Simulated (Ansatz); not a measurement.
A series of calculations on Ti

### Relaxation

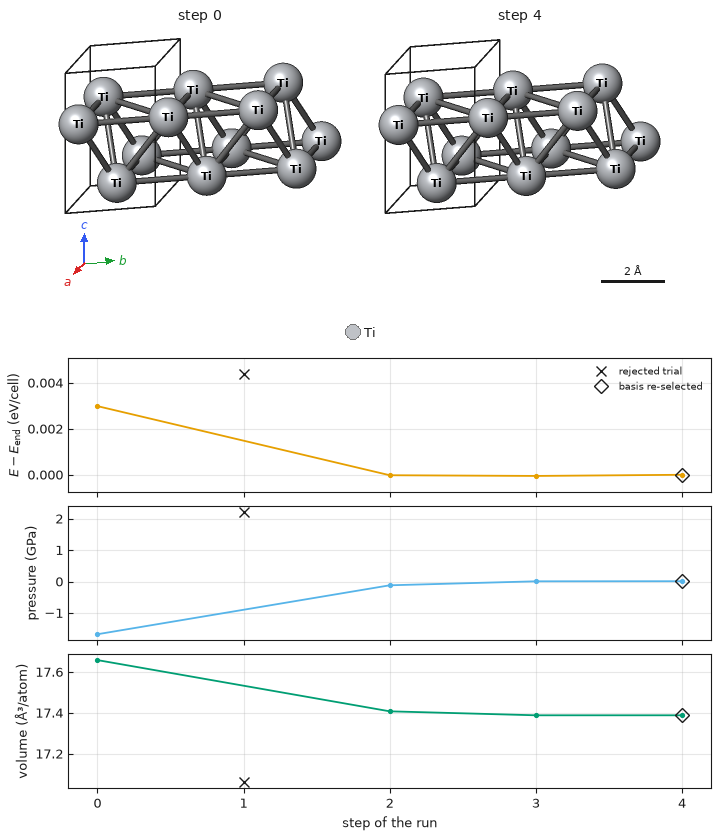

First and last geometry of a relaxation of a crystal of Ti (set up in P6_3/mmc), with the history of the run. A ball-and-stick model of the cell of the calculation, repeated 2 × 3 × 1 with one cell outlined, seen slightly off an axis.

Computed with DFT PBE, scalar-relativistic, plane waves, PAW in Ansatz.

Input file:
```yaml
crystal:
  lattice:
    - [2.9499978604, 0.0, 0.0]
    - [-1.4749989302, 2.5547730882, 0.0]
    - [0.0, 0.0, 4.686]
  atoms:
    - { symbol: Ti, position: [0.3333333333, 0.6666666667, 0.25] }
    - { symbol: Ti, position: [0.6666666667, 0.3333333333, 0.75] }
basis:
  ecutwfc: 420
kpoints:
  mp_grid: { grid: [18, 18, 10] }
hamiltonian:
  xc: pbe
scf:
  occupations: { method: gaussian, width: 0.1 }
output:
  forces: true
  stress: true
  eigenvalues: true
relax:
  adjacent_minimum: "off"
  f_tol: 0.005
  max_steps: 80
  cell: { stress_tol: 0.05 }
```

Launched with:
```bash
ansatz run input.yaml --threads 1 --pin off --max-ram 2560MiB --backend cpu --events-out ev --progress --plain --runs-dir out
```

Read the history and describe the run.

It converged. The atoms keep their places relative to the cell (all moves are under 0.005 Å). The drawn cell changes as follows: a = b 2.950 → 2.938 Å (−0.4 %), c 4.686 → 4.651 Å (−0.8 %); the volume changes by −1.5 %. Near-neighbour distances that change, for instance: Ti1–Ti2 2.897 → 2.878 Å, Ti1–Ti1 2.950 → 2.938 Å. The space group stays P6_3/mmc (No. 194). The energy falls by 3.0 meV per cell of the calculation in 2 accepted moves (4 points after the start). All forces vanish by symmetry, so only the cell relaxes. The pressure goes from −1.67 to 0.01 GPa. The line search rejected the trial step at point 1 of the run. The SCF was repeated once at an unchanged geometry on a basis and grid sized afresh for the cell, which shifted the energy by 0.1 meV per cell of the calculation at most.

```csv
step,"E − E(0), meV/atom","pressure, GPa","volume, Å³/atom",note
0,0.00,-1.67,17.658,
1,0.70,2.21,17.060,rejected
2,-1.50,-0.12,17.408,
3,-1.52,0.01,17.388,
4,-1.49,0.01,17.388,"same geometry, new basis"
```

### Relaxation

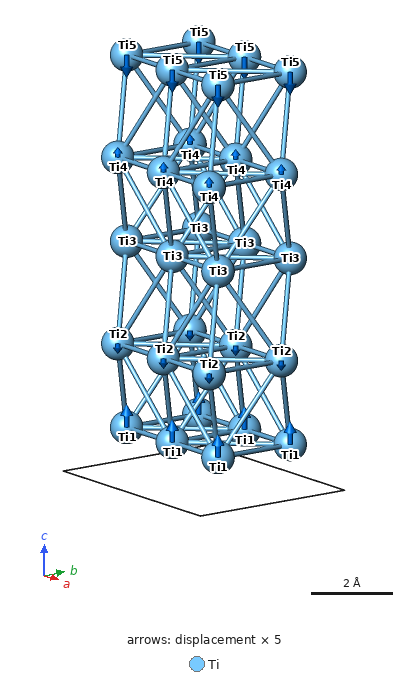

This is a relaxation of a slab of composition Ti (cut from the P6_3/mmc phase). The starting structure is drawn; blue arrows show the displacements, magnified 5 times.

The picture is a ball-and-stick view of the 3 × 2 repeat of the cell, outlined in the plane, without the vacuum, seen slightly off an axis.

Case: (0 0 1) slab, atoms relaxed. The slab is the (0 0 1) face of Ti.

The calculation used DFT PBE, scalar-relativistic, plane waves, PAW in Ansatz 0.2.0. Settings: plane-wave cutoff 420 eV; k-point mesh 12 × 12 × 1; occupations gaussian; smearing width 0.1 eV; no spin polarisation; dipole correction; atoms relaxed in a fixed cell; force threshold 0.02 eV/Å; at most 60 steps.

**What did the optimiser do to the structure, and how much energy did it gain?**

Over 2 accepted moves (3 points after the start) the energy falls by 0.113 eV per cell of the calculation. The largest force component goes from 0.66 to 0.0097 eV/Å. 1 step only repeated the SCF at the same geometry. The largest moves relative to the layer's centre, 0.12 Å, are those of Ti1 and Ti5. Ti5 goes along the normal (−c). The cell doesn't change. Near-neighbour distances that change, for instance: Ti1–Ti2 2.878 → 2.743 Å, Ti2–Ti3 2.878 → 2.921 Å.

### A change

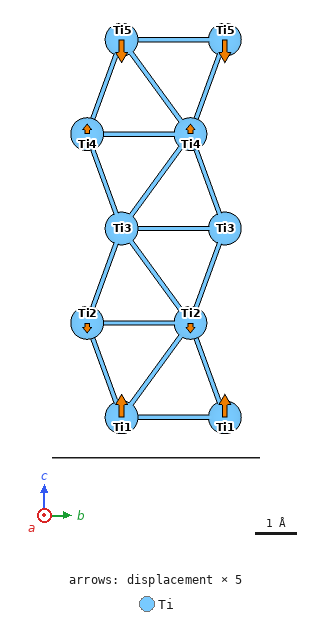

A (0 0 1) slab of Ti as cut from the relaxed bulk. The orange arrows show how the atoms are displaced, magnified 5 times. The picture is a ball-and-stick view of the 2 × 2 repeat of the cell, outlined in the plane, without the vacuum, seen along the a axis.

Method: DFT PBE, scalar-relativistic, plane waves, PAW in Ansatz 0.2.0. Set-up: plane-wave cutoff 420 eV; occupations gaussian; smearing width 0.1 eV; no spin polarisation. The k-mesh is chosen for each cell (12×12×8, 12×12×1).

Q: What was done to the structure, and with what result?

A: The atoms of the slab are relaxed at the bulk's in-plane cell. The surface energy (mean of the two faces) falls from 2.10 to 1.97 J/m². The top spacing, between the Ti and Ti planes, goes from 2.33 to 2.16 Å (−7.3 %), the bottom one (Ti to Ti) from 2.33 to 2.16 Å (−7.3 %). The cell doesn't change. The largest moves relative to the layer's centre, 0.12 Å, are those of Ti1 and Ti5. Ti5 goes along the normal (−c). Near-neighbour distances before and after: Ti–Ti 2.878 → 2.743 to 2.921 Å.
